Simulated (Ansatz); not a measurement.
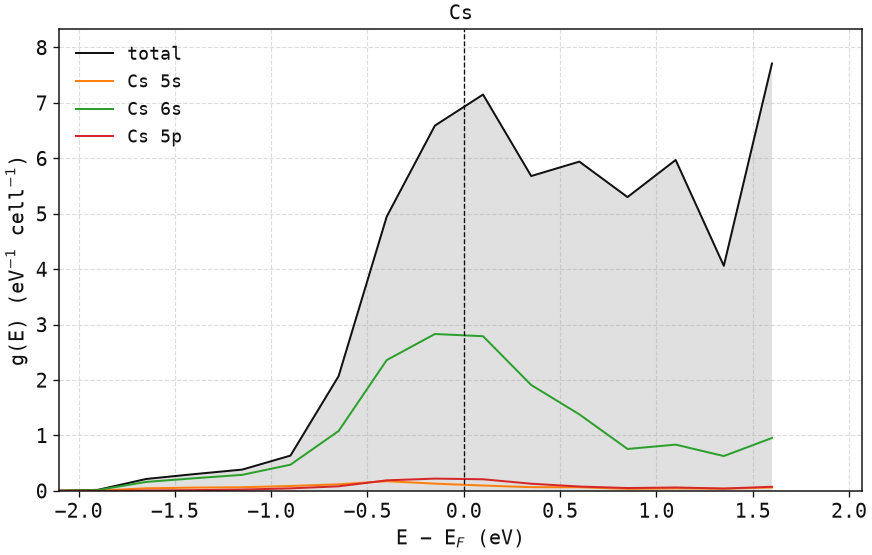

Density of states. Energies are counted from the Fermi level. The partial curves are projected on Löwdin-orthogonalised atomic shells; they sum to less than the total at higher energies, where shells without a projector contribute.

System: Cs, space group P6_3/mmc (No. 194), 4 atoms in the cell.

Space group P6_3/mmc (No. 194). a = 4.027 Å, b = 4.027 Å, c = 13.040 Å, α = 90.00°, β = 90.00°, γ = 120.00°
| atom | site | symmetry | x | y | z |
| --- | --- | --- | --- | --- | --- |
| Cs | 2a | -3m. | 0.0000 | 0.0000 | 0.5000 |
| Cs | 2c | -6m2 | 0.3333 | 0.6667 | 0.2500 |

Method: DFT with PBE, PAW plane waves, no spin polarisation, 10×10×3 k mesh, 420 eV cutoff (Ansatz 0.2.0).

Question: Metal or insulator, and how many states lie at the Fermi level?

Answer: It is a metal. The density of states at the Fermi level is about 6.9 per eV and cell (mean within 0.25 eV), or 1.7 per atom.

The structure was built from a prototype or by substitution, so it need not be a known phase. The cell is at 6 GPa in this functional. The run has no spin polarisation, and a density of states this high at the Fermi level may favour a magnetic state.
